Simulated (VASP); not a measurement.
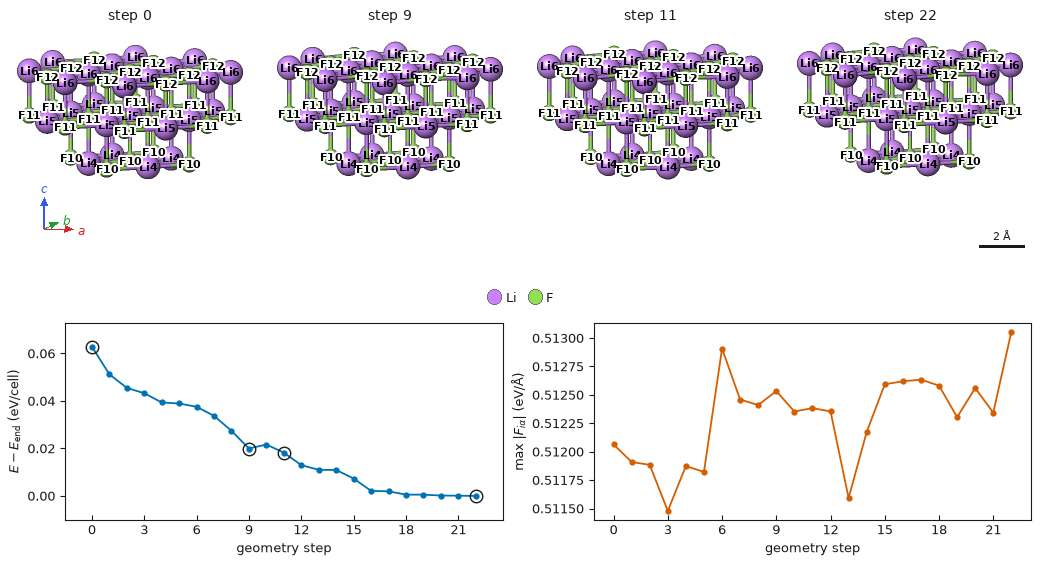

Frames of a relaxation of a slab of composition LiF, marked on the history of the run. The picture is a ball-and-stick view of the atoms within 5.0 Å of the atom that moves most (axes of the 2 × 3 repeat of the cell, outlined in the plane, without the vacuum), seen slightly off an axis.

The run lets the atoms move in a fixed cell. 6 atoms are held fixed.

Level of theory: Kohn-Sham DFT of a periodic cell, RPBE, VASP PAW PBE potentials, recommended in VASP.

The input:
```
PREC     = Accurate       # precision mode
ENCUT    = 520            # plane-wave cutoff, eV
EDIFF    = 1E-6           # SCF threshold, eV
ISMEAR   = 0              # smearing method
SIGMA    = 0.05           # smearing width, eV
LREAL    = F              # projectors in reciprocal space
LASPH    = T              # aspherical terms in the spheres
NELM     = 80             # most SCF steps
ALGO     = Fast           # electronic algorithm
ISIF     = 2              # what is computed and relaxed
LWAVE    = F              # write WAVECAR
LCHARG   = F              # write CHGCAR
LDIPOL   = T            
IDIPOL   = 3            
DIPOL    = 0.5 0.5 0.500
GGA      = RP             # functional
IBRION   = 2              # ionic algorithm
NSW      = 40             # ionic steps
EDIFFG   = -0.02          # ionic threshold
```

Run as
```bash
cat potpaw_PBE.64/Li_sv/POTCAR potpaw_PBE.64/F/POTCAR > POTCAR
mpirun -np 1 vasp_std > vasp.out
```

Q: Describe the path.

A: The energy falls by 62.9 meV per cell of the calculation in 22 geometry steps. Largest force component: 0.51 eV/Å at the start, 0.51 eV/Å at the end. The largest move is that of F12, 0.40 Å along the normal (+c). Largest moves by element: F 0.40 Å, Li 0.33 Å. The lattice vectors keep their values. Near-neighbour distances that change, for instance: Li4–F11 2.014 → 2.146 Å, Li5–F12 2.014 → 2.143 Å, Li6–F11 2.014 → 2.084 Å. Bond angles that change, for instance: F12–Li6–F12 180.0° → 176.0°, Li6–F12–Li6 180.0° → 176.0°, Li5–F12–Li6 90.0° → 88.0°. From step 0 to 9: F12 moves most (0.21 Å), energy −42.9 meV per cell of the calculation. From step 9 to 11: Li6 moves most (0.06 Å), energy −1.7 meV per cell of the calculation. From step 11 to 22: Li5 moves most (0.15 Å), energy −18.2 meV per cell of the calculation.
